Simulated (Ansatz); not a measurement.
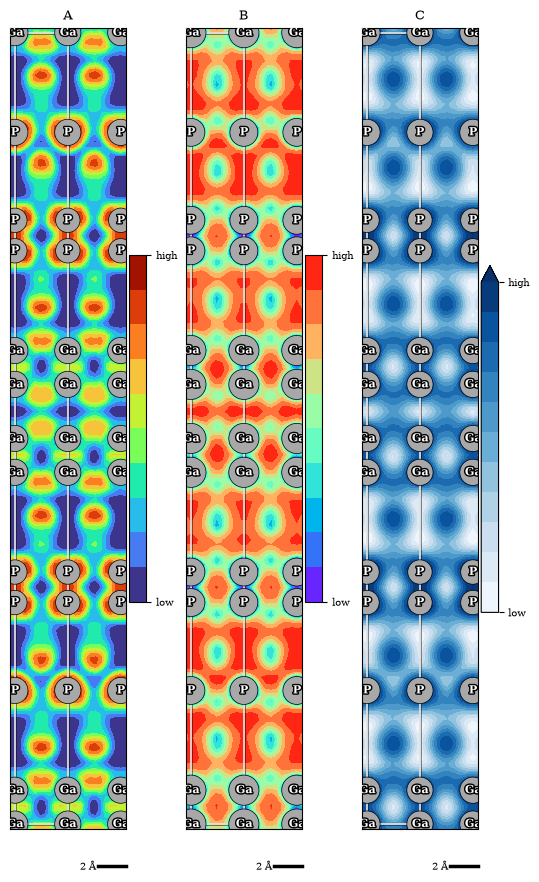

GaP: 3 fields on the (010) plane of the conventional cell, with unlabelled colour scales. Grey discs cover the atomic cores.

Space group R-3m; a point of a scan over the structure, not its minimum; a structure from a database of computed crystals, not necessarily the ambient phase; not relaxed (largest force 0.3 eV/Å); PAW files of the earlier set (soft_1).

All numbers below come from DFT PBEsol, scalar-relativistic, plane waves, PAW in Ansatz.

> Which field does each panel show? The fields are: electron localisation function, electrostatic potential energy of an electron and valence pseudo-density.

Panel A: electron localisation function. Panel B: electrostatic potential energy of an electron (low next to the atoms, rising into the space between them). Panel C: valence pseudo-density. From the grid: P–P (2.21 Å): ρ is about 0.75 e/Å³ halfway; the ELF peaks at about 0.90 between the atoms. Ga–Ga (2.45 Å): ρ at the midpoint is about 0.43 e/Å³; the ELF peaks at about 0.70 between the atoms.
